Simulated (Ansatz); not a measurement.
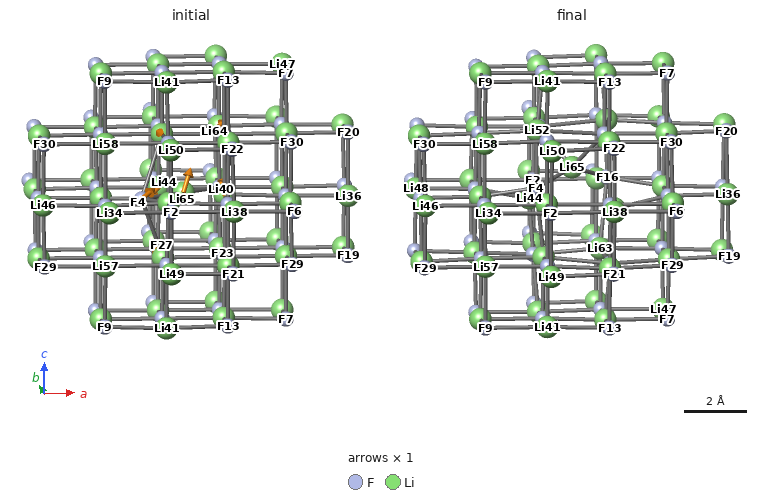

The structure of a defect cell of composition F$_{32}$Li$_{33}$ before (left) and after (right) a relaxation, at one scale. The orange arrows give the displacements, at their true length.

Style: ball-and-stick. Shown: the atoms within 5.8 Å of the atom that moves most (axes of the cell of the calculation (origin shifted)), from a free direction.

The atoms of the start lie slightly off their symmetric places, so part of the fall in energy undoes that.

Level of theory: DFT, PBEsol, PAW, plane waves in Ansatz. (plane-wave cutoff 420 eV; k-point mesh 1 × 1 × 1; mesh shifted by (0.25, 0.25, 0.25); collinear spin; atoms relaxed in a fixed cell; force threshold 0.03 eV/Å; at most 80 steps)

### Summarise the run.

The atom that moves furthest is a Li atom (0.87 Å along [1 1 3]). Largest moves by element: Li 0.87 Å, F 0.73 Å. The cell stays as it was. Near-neighbour distances that change, for instance: Li–Li 2.251 → 3.116 Å, Li–Li 1.466 → 2.172 Å, F–Li 2.490 → 1.842 Å, F–Li 1.958 → 2.605 Å. New bonds form, among them: F–Li (2.46 → 1.84 Å), F–Li (2.49 → 1.84 Å). Bonds break, among them: F–Li (1.96 → 2.61 Å), F–Li (2.01 → 2.62 Å). Bond angles that change, for instance: Li–F–Li 149.5° → 100.9°, Li–F–Li 126.4° → 170.5°, Li–F–Li 63.0° → 97.3°. After 11 geometry steps the energy has fallen by 7.211 eV per cell of the calculation. Largest force component: 8.3 eV/Å at the start, 0.014 eV/Å at the end. The run took 86 s on 7 threads of Arm Neoverse-V2, peak memory 1.6 GiB.

Limits of the set-up: the periodic images lie only 8.0 Å apart, so the values are limited by the cell's size.
